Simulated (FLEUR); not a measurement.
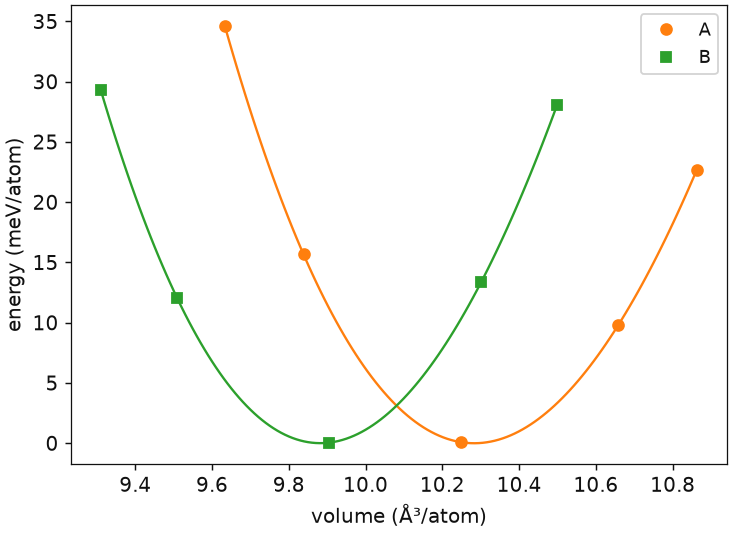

The figure compares two calculations of the energy against volume, each curve from its own zero. The first is for HfB₂, space group P6/mmm (No. 191).

The cell holds 3 atoms.

Method: all-electron LAPW DFT, no spin polarisation; energies at scaled volumes of the given cell, shape and fractions fixed, counted from the fit's minimum, third-order Birch-Murnaghan fit (FLEUR MaX-R8.1 (later development tree)). Level: r2SCAN.

| setting | value |
| --- | --- |
| k mesh | 10×10×8 |
| occupations | Fermi–Dirac |
| smearing width | 0.05 eV |
| potentials | all electron |
| program settings | basis FLAPW, kmax 4.68 1/bohr |

In the second, Hf is replaced by Zr on all its sites, which gives ZrB₂ in the same structure.

### Which of A and B is the second calculation, and what did the change do?

A. The equilibrium volume rises from 9.88 to 10.28 Å³/atom (+4.0 %) and the bulk modulus falls from 258 to 243 GPa (−5.8 %).

For both, limits of the calculation: shape and atomic fractions are frozen while scaling, which makes layered, chain and framework solids too stiff.

V0 and the bulk modulus come from third-order Birch–Murnaghan fits.
